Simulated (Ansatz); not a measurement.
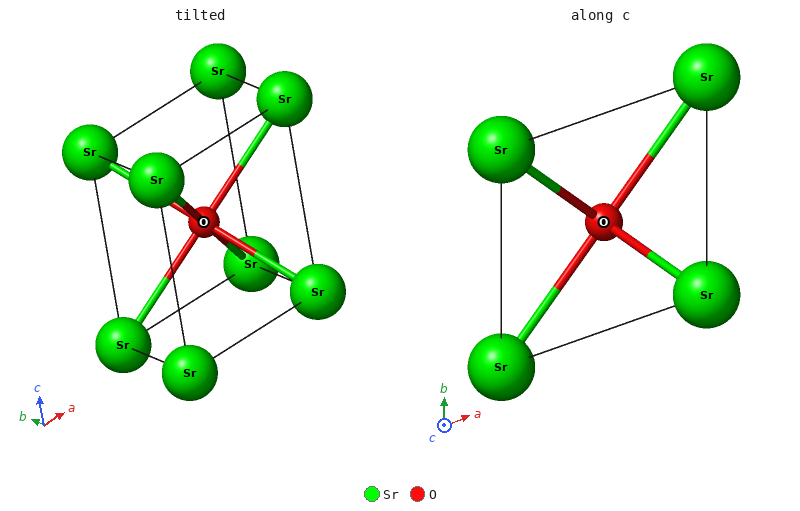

This ball-and-stick model is shown slightly off an axis and along the c axis. Thin lines show the simulation cell, with boundary atoms drawn in all their periodic places.

Input used:
```yaml
crystal:
  lattice:
    - [0.0, 2.4810824505, 2.4810824505]
    - [2.4810824505, 0.0, 2.4810824505]
    - [2.4810824505, 2.4810824505, 0.0]
  atoms:
    - { symbol: Sr, position: [0.0, 0.0, 0.0] }
    - { symbol: O, position: [0.5, 0.5, 0.5] }
kpoints:
  mp_grid: { grid: [8, 8, 8] }
  band_path:
    path:
      - [0.0, 0.0, 0.0]
      - [0.5, 0.0, 0.5]
      - [0.625, 0.25, 0.625]
      - [0.375, 0.375, 0.75]
      - [0.5, 0.5, 0.5]
      - [0.5, 0.25, 0.75]
    npoints: 1
hamiltonian:
  xc: pbe
scf:
  occupations: { method: fermi_dirac, width: 0.02 }
  n_extra_bands: 4
output:
  forces: true
  stress: true
  eigenvalues: true
```

The numbers come from DFT, PBE, plane waves, PAW in Ansatz, using a 420 eV plane-wave basis, an 8×8×8 k-point grid, Fermi-Dirac smearing of 0.02 eV, no spin polarisation.

### How large a gap does the method give, if there is one?

An insulator at this level, with a gap of 3.22 eV, direct.

### Would the cell expand or shrink if it could?

The computed pressure is 15.8 GPa (compressed: it would expand).

The model was built from a structure type filled with these elements by a generator (whether the compound takes this form wasn't checked). The cell was then strained or its atoms displaced on purpose. It was the input of a calculation with Ansatz.

At this level of theory the cell isn't at rest (compressed, at 16 GPa), so its distances can differ from those at equilibrium, the more so the softer the solid.
